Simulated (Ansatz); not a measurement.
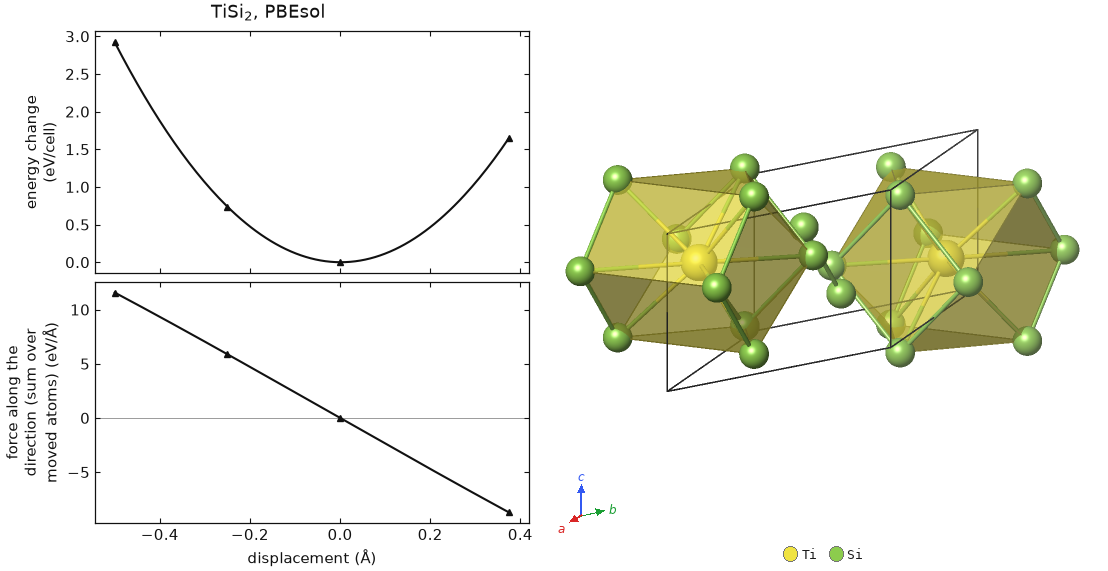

The plot gives the computed energy change and force along the direction (sum over moved atoms) against displacement for TiSi₂, space group Cmcm (No. 63). The cell is drawn beside the plot.

Starting cell:
```xyz
6
Lattice="1.7585 -6.6741 0.0000 1.7585 6.6741 0.0000 0.0000 0.0000 3.5556" Properties=species:S:1:pos:R:3 pbc="T T T"
Ti    1.7585   -5.3062    2.6667
Ti    1.7585    5.3062    0.8889
Si    1.7585   -0.8007    2.6667
Si    1.7585    0.8007    0.8889
Si    1.7585    3.3408    2.6667
Si    1.7585   -3.3408    0.8889
```

Computed with Ansatz 0.2.0: all atoms of one element of a crystal moved along a line, all else fixed, by plane-wave density functional theory with PAW datasets, free energies less that of the undisturbed cell; scalar-relativistic. Level: PBEsol, no spin polarisation.

wave cutoff 420 eV; k mesh 14×14×14; occupations Gaussian; smearing width 0.15 eV; k shift (0, 0, 0) (mesh steps); start relaxed; moved element Ti; direction (0, 0, 1) (Cartesian unit vector).

**Does the undistorted structure sit at the bottom of the curve?**

Yes: the energy rises on both sides of the starting structure, which is therefore a minimum along this path.

**Read off the course of the force along the direction (sum over moved atoms).**

It falls from 11.6 eV/Å at displacement −0.500 Å to −8.7 eV/Å at 0.375 Å, and changes sign near 0.00 Å.
